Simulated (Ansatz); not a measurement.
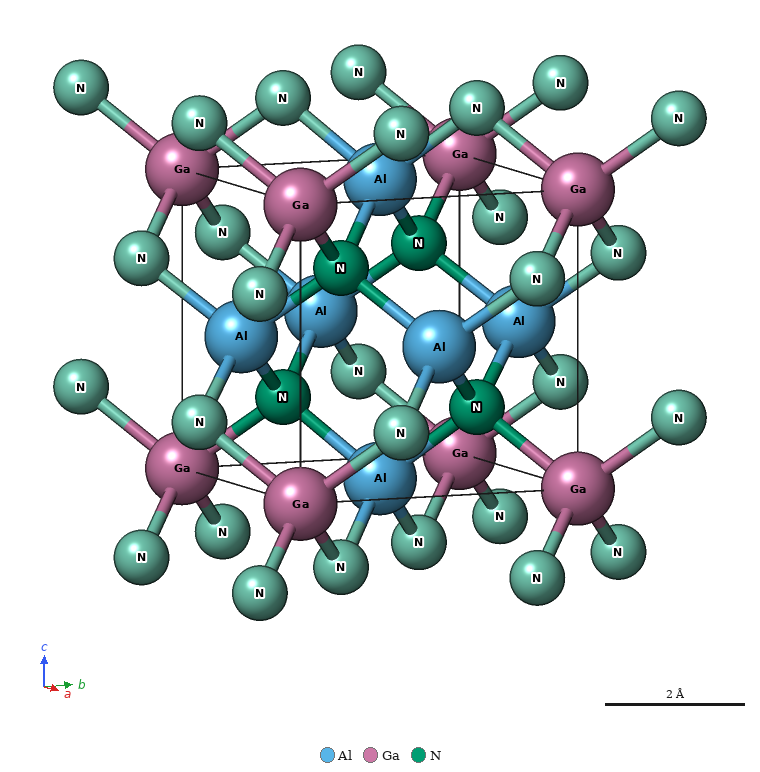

Fig. 1: The structure as given in the input (ball-and-stick view of the cell of the calculation, seen slightly off an axis; neighbours outside the cell are drawn fainter). An atom can appear more than once, as a periodic image.

# Phonon calculation, with input and output: Al$_{3}$GaN$_{4}$ (part 1 of 2)

The run: phonon calculation of Al$_{3}$GaN$_{4}$ (P-43m, 8 atoms in the cell). Method and program: DFT LDA, scalar-relativistic, plane waves, PAW, no spin polarisation (Ansatz 0.2.0).

The structure derives from a Materials Project entry. It belongs to a series of runs on one base structure; here: phonon dispersion, density of states and thermodynamics.

The input:
```yaml
crystal:
  lattice:
    - [4.3702240475, 0.0, 0.0]
    - [0.0, 4.3702240475, 0.0]
    - [0.0, 0.0, 4.3702240475]
  atoms:
    - { symbol: Al, position: [0.5, 0.5, 0.0] }
    - { symbol: Al, position: [0.5, 0.0, 0.5] }
    - { symbol: Al, position: [0.0, 0.5, 0.5] }
    - { symbol: Ga, position: [0.0, 0.0, 0.0] }
    - { symbol: "N", position: [0.74489454, 0.74489454, 0.25510546] }
    - { symbol: "N", position: [0.74489454, 0.25510546, 0.74489454] }
    - { symbol: "N", position: [0.25510546, 0.74489454, 0.74489454] }
    - { symbol: "N", position: [0.25510546, 0.25510546, 0.25510546] }
basis:
  ecutwfc: 420
kpoints:
  mp_grid: { grid: [8, 8, 8] }
hamiltonian:
  xc: lda
scf:
  occupations: { method: fixed }
output:
  eigenvalues: true
phonons:
  method: dfpt
  dielectric: true
  rigid_motions: translations
  eigenvectors: true
  qmesh: [4, 4, 4]
  temperatures: { t_max: 1000, t_step: 100 }
  qpath:
    path:
      - [[0.0, 0.0, 0.0], [0.0, 0.5, 0.0], [0.5, 0.5, 0.0], [0.0, 0.0, 0.0], [0.5, 0.5, 0.5], [0.0, 0.5, 0.0]]
      - [[0.5, 0.5, 0.5], [0.5, 0.5, 0.0]]
    npoints: 8
```

Hardware: 4 threads of Oxide Virtual Turin-like (Zen 5), 32 GiB of memory available, shared host.

Launched with:
```bash
ansatz run input.yaml --threads 4 --pin off --max-ram 12288MiB --backend cpu --events-out ev --progress --plain --runs-dir out
```

What the program printed:
```
Warning: phonons: the dynamical matrix that this run interpolates holds no multipole term above the dipole-dipole one, and a site of this crystal is no centre of inversion, so its interpolated transverse optical and acoustic branches and sound speeds can stay off near Gamma, and the density of states and the thermodynamics with them. What a run solves at a wave vector of phonons.qpoints, Gamma apart, where the deck admits one, is free of this, and under fd what a larger phonons.supercell samples
Engine: ansatz 0.2.0, x86_64-unknown-linux-gnu
Pseudopotentials: kind: paw
Pseudopotential: Al, paw, valence charge 3, recommended cutoff 420 eV (normal), Al.paw.azcp
Pseudopotential: Ga, paw, valence charge 13, recommended cutoff 420 eV (normal), Ga.paw.azcp
Pseudopotential: N, paw, valence charge 5, recommended cutoff 420 eV (normal), N.paw.azcp
Functional definition: SPW92
  exchange = slater_x
  correlation = pw_c
Crystal: 8 atoms, lattice volume = 83.466 Å³
Basis set: ecut = 420 eV, 1647 PW (Γ), exchange–correlation on 60×60×60 points (8 copies of the dense FFT grid, shifted against one another)
Bands: 29, of which v1, the nominal top of the filled ones, is band 21 counted from 1 (20 counted from 0)
Symmetry: 24 space group operations
k-points: 260 of 512 (irreducible under 1 space group operation, time reversal used)
Non-local potential: Al, projectors of the file, l = 0: 2, l = 1: 2, l = 2: 1
Non-local potential: Ga, projectors of the file, l = 0: 2, l = 1: 2, l = 2: 3, l = 3: 1
Non-local potential: N, projectors of the file, l = 0: 2, l = 1: 2, l = 2: 1
PAW form: soft (Blöchl's): semilocal exchange-correlation on the pseudo side does not see the compensation charge
PAW frozen core: Al, regenerated for the run's functional, and the local potential with it (the file was generated under x = pbe(κ = 0.804, μ = 0.2195149727645171), c = pbe(β = 0.06672455060314922))
PAW frozen core: Ga, regenerated for the run's functional, and the local potential with it (the file was generated under x = pbe(κ = 0.804, μ = 0.2195149727645171), c = pbe(β = 0.06672455060314922))
PAW frozen core: N, regenerated for the run's functional, and the local potential with it (the file was generated under x = pbe(κ = 0.804, μ = 0.2195149727645171), c = pbe(β = 0.06672455060314922))
PAW one-centre angular grid: Al, 110 points (default); XC on 64 Gauss nodes
PAW one-centre angular grid: Ga, 590 points (default); XC on 64 Gauss nodes
PAW one-centre angular grid: N, 110 points (default); XC on 64 Gauss nodes
Initial density: superposition of atomic densities (neutral atoms: chi_scale 0, normalization atom), corrected by the library's trained network
Initial wavefunctions: pseudopotential atomic-orbital guess
Functional: x = slater, c = lda
SCF iter   1: F=—  HF=-6751.545558 eV  |F-HF|=—  |Δ(HF+E_count)|=         —  Δρ=1.02e-2  dr2=9.06e-2  ethr=1.77e-3  ⟨swp⟩=4.3  Hψ=29878  notcnv=0  defer=1153
preconditioner: auto → Resta (q_TF=auto, 2.433 Å⁻¹)  ε∞=4.2  [insulator: Δε(μ)=3.236 eV  Ē_g=14.803 eV  n_scr=18 (ndim 8)  ℏωp=26.3 eV  f_vac=0.000  ε∞_Penn≈4.2]
SCF iter   2: F=—  HF=-6751.519332 eV  |F-HF|=—  |Δ(HF+E_count)|=   2.62e-2  Δρ=3.28e-3  dr2=4.66e-3  ethr=2.16e-4  ⟨swp⟩=2.8  Hψ=14041  notcnv=0  defer=1525
SCF iter   3: F=—  HF=-6751.517851 eV  |F-HF|=—  |Δ(HF+E_count)|=   1.48e-3  Δρ=1.43e-3  dr2=9.26e-4  ethr=1.11e-5  ⟨swp⟩=2.0  Hψ=7421  notcnv=0  defer=1531
SCF iter   4: F=—  HF=-6751.517500 eV  |F-HF|=—  |Δ(HF+E_count)|=   3.51e-4  Δρ=1.14e-4  dr2=5.37e-6  ethr=2.20e-6  ⟨swp⟩=2.5  Hψ=10718  notcnv=0  defer=1379
SCF iter   5: F=—  HF=-6751.517499 eV  |F-HF|=—  |Δ(HF+E_count)|=   4.96e-7  Δρ=3.68e-5  dr2=5.69e-7  ethr=1.28e-8  ⟨swp⟩=2.6  Hψ=11336  notcnv=0  defer=992
SCF iter   6: F=—  HF=-6751.517499 eV  |F-HF|=—  |Δ(HF+E_count)|=   3.41e-7  Δρ=9.60e-6  dr2=5.18e-8  ethr=1.35e-9  ⟨swp⟩=2.0  Hψ=11982  notcnv=0  defer=992
SCF iter   7: F=—  HF=-6751.517499 eV  |F-HF|=—  |Δ(HF+E_count)|=   9.18e-9  Δρ=2.59e-6  dr2=3.24e-9  ethr=1.23e-10  ⟨swp⟩=2.0  Hψ=9668  notcnv=0  defer=992
SCF iter   8: F=-6751.517499 eV  HF=-6751.517499 eV  |F-HF|=1.91e-11  |Δ(HF+E_count)|=  1.78e-10  Δρ=2.76e-7  dr2=4.06e-11  ethr=1.00e-12  ⟨swp⟩=11.5  Hψ=49656  notcnv=0
SCF 1 converged in 8 iterations: F = -6751.517499 eV  dr2 = 4.06e-11
  greatest PAW one-centre occupation: 0.996 electrons in one spin orbital (limit 2), on the Ga atom at site 3 (counted from 0), in its partial waves of l = 2
DFPT response loops at Γ: preconditioner auto → none (the input reference at scf.mixing.eps_inf says where Resta's filter doesn't serve); β = 0.50; Broyden in place of MSR1
── the response to a field inside a basis, on 8×8×8 k-points: an SCF that follows is theirs, and a resumed run solves both again ──
Bands: 22, of which v1, the nominal top of the filled ones, is band 21 counted from 1 (20 counted from 0)
k-points: 20 of 512 (time reversal used)
Initial density: handed on by an earlier stage of this run
Initial wavefunctions: pseudopotential atomic-orbital guess (no wavefunctions were taken with the density)
Eigensolver: Dense (20 Hₖ)
SCF iter   1: F=—  HF=-6751.500289 eV  |F-HF|=—  |Δ(HF+E_count)|=         —  Δρ=3.76e-4  dr2=2.62e-5  ethr=1.00e-1
preconditioner: auto → Resta (q_TF=auto, 2.433 Å⁻¹)  ε∞=5.2  [insulator: Δε(μ)=3.607 eV  Ē_g=12.824 eV  n_scr=18 (ndim 8)  ℏωp=26.3 eV  f_vac=0.000  ε∞_Penn≈5.2]
SCF iter   2: F=—  HF=-6751.500285 eV  |F-HF|=—  |Δ(HF+E_count)|=   3.88e-6  Δρ=1.93e-4  dr2=8.63e-6  ethr=6.25e-8
SCF iter   3: F=—  HF=-6751.500284 eV  |F-HF|=—  |Δ(HF+E_count)|=   9.64e-7  Δρ=3.94e-5  dr2=4.31e-7  ethr=2.05e-8
SCF iter   4: F=-6751.500284 eV  HF=-6751.500284 eV  |F-HF|=4.62e-8  |Δ(HF+E_count)|=   4.88e-7  Δρ=7.22e-6  dr2=3.20e-8  ethr=1.03e-9
SCF 1 converged in 4 iterations: F = -6751.500284 eV  dr2 = 3.20e-8
DFPT response loops at Γ: mixed as the last ones told, above
NSCF: frozen V_eff on 35 k-points
NSCF: frozen V_eff on 1024 k-points
DFPT response loops at q = (0, 0, 0.25) (fractional): preconditioner auto → Resta (q_TF=auto, 2.433 Å⁻¹)  ε∞=4.2 (no band partly filled); β = 1.00, the filter's whole step (`scf.mixing.beta` (0.50) is not read by the response loops at its default; to damp them type it under 1.00, their step now; it binds the ground state too); Broyden in place of MSR1
NSCF: frozen V_eff on 520 k-points
DFPT response loops at q = (0, 0, -0.5) (fractional): mixed as the last ones told, above
NSCF: frozen V_eff on 1024 k-points
DFPT response loops at q = (0, 0.25, 0.25) (fractional): mixed as the last ones told, above
NSCF: frozen V_eff on 1024 k-points
DFPT response loops at q = (0, 0.25, -0.5) (fractional): mixed as the last ones told, above
NSCF: frozen V_eff on 520 k-points
DFPT response loops at q = (0, -0.5, -0.5) (fractional): mixed as the last ones told, above
NSCF: frozen V_eff on 1024 k-points
DFPT response loops at q = (0.25, 0.25, 0.25) (fractional): mixed as the last ones told, above
NSCF: frozen V_eff on 1024 k-points
DFPT response loops at q = (0.25, 0.25, -0.5) (fractional): mixed as the last ones told, above
NSCF: frozen V_eff on 1024 k-points
DFPT response loops at q = (0.25, -0.5, -0.5) (fractional): mixed as the last ones told, above
NSCF: frozen V_eff on 520 k-points
DFPT response loops at q = (-0.5, -0.5, -0.5) (fractional): preconditioner auto → none (the input reference at scf.mixing.eps_inf says where Resta's filter doesn't serve); β = 0.50; Broyden in place of MSR1
SCF converged after 8 iterations
Free energy (F): -6751.517499 eV
Harris-Foulkes:  -6751.517499 eV  (|F-HF|=1.91e-11)
Internal energy: -6751.517499 eV  (E = F + TS)
E sigma→0 (E₀):  -6751.517499 eV
Fermi energy:    7.606651 eV
--- Per-component energies (eV) ---
  E_band       = 23.914046
  E_kinetic    = 726.632118
  E_local      = -3055.898468  (includes V_loc(G=0)·N_el)
  E_nonlocal   = 650.772069
  E_hartree    = 1337.795965
  E_xc         = -430.508302
  E_vxc        = -458.064698  (∫ρ·V_xc dr)
  E_paw        = -3721.356541  (= ΣΔE_a)
  E_vpaw       = -515.119021  (= ΣTr[D̂ρ^β])
  E_aug_tail   = 0.000145  (compensation charges beyond the density's cutoff)
  E_ewald      = -2261.170291
  E_core_change = 2.215806  (= ΣΔE_core)
  E_smearing   = -0.000000  (= −TS)
  E_closure    = -0.000000  (closes the sum)
  Σ components = -6751.517499   (vs F -6751.517499, Δ=0.00e0)
--- Band table (eV; the first three rows and the last of 260) ---
  k-point 0: bands = ["-7.5838", "-5.8916", "-5.8916", "-5.8916", "-5.1891", "-5.1891", "-4.0088", "-4.0088", "-4.0088", "1.7003", "2.6547", "2.6547", "5.5502", "5.5502", "5.5502", "5.5897", "5.5897", "5.5897", "7.6014", "7.6014", "7.6014", "10.9822", "10.9822", "10.9822", "11.3165", "14.6036", "16.2409", "16.2409", "19.5589"]
  k-point 1: bands = ["-7.5089", "-5.9144", "-5.8963", "-5.8963", "-5.1882", "-5.1862", "-4.1586", "-3.9919", "-3.9919", "1.8381", "2.7304", "2.7954", "5.3524", "5.3933", "5.3933", "5.4363", "5.6372", "5.6372", "7.2466", "7.5172", "7.5172", "11.1676", "11.3346", "11.3346", "11.7311", "14.8439", "16.4012", "16.5026", "19.2787"]
  k-point 2: bands = ["-7.2923", "-6.0002", "-5.9074", "-5.9074", "-5.1861", "-5.1776", "-4.5080", "-3.9506", "-3.9506", "2.1829", "2.9505", "3.2027", "4.8555", "5.0317", "5.0317", "5.0388", "5.8219", "5.8219", "6.4683", "7.2736", "7.2736", "11.7615", "12.2157", "12.2157", "12.5595", "15.4091", "16.8812", "17.2013", "18.6280"]
  k-point 259: bands = ["-6.2133", "-6.2133", "-6.2133", "-5.5337", "-5.1483", "-5.1483", "-4.3175", "-4.3175", "-4.3175", "0.8340", "1.4954", "1.4954", "1.4954", "6.8633", "6.8633", "6.8633", "7.0043", "7.0043", "7.2114", "7.2114", "7.2114", "13.2489", "14.7178", "14.7178", "14.7178", "17.0913", "17.3433", "17.3433", "17.3433"]
```
